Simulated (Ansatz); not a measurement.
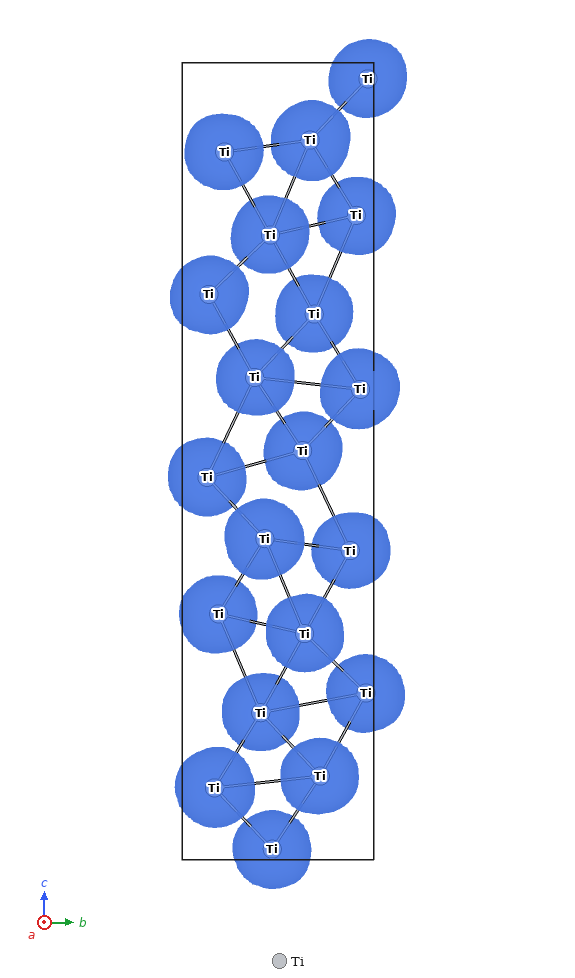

The picture shows: Ti (interface cell). Isosurface of the valence electron density at 0.3 e/Å³ (blue), seen along the a axis. Sticks mark near contacts.

Computed pressure about −3 GPa in this cell; computed without spin polarisation.

Level of theory: Ansatz 0.2.0, DFT PBE, scalar-relativistic, plane waves, PAW.

The density is the valence pseudo-density of a PAW calculation; it isn't the true density close to the nuclei.

**How is the density connected at this value?**

At this value the density breaks into separate islands; it holds about 80 % of the electrons treated as valence (semicore included). It bridges none of the near contacts. It is pinched off along the sampled Ti–Ti (2.73 Å), Ti–Ti (2.79 Å), Ti–Ti (2.84 Å) and Ti–Ti (2.88 Å) contacts. On the grid the lowest density along these lines, outside the cores, is 0.21 e/Å³ (Ti–Ti, 2.73 Å), 0.2 e/Å³ (Ti–Ti, 2.79 Å), 0.21 e/Å³ (Ti–Ti, 2.84 Å) and 0.18 e/Å³ (Ti–Ti, 2.88 Å).

**Metal or insulator at this level of theory?**

It is metallic or semimetallic at this level of theory: no gap opens.
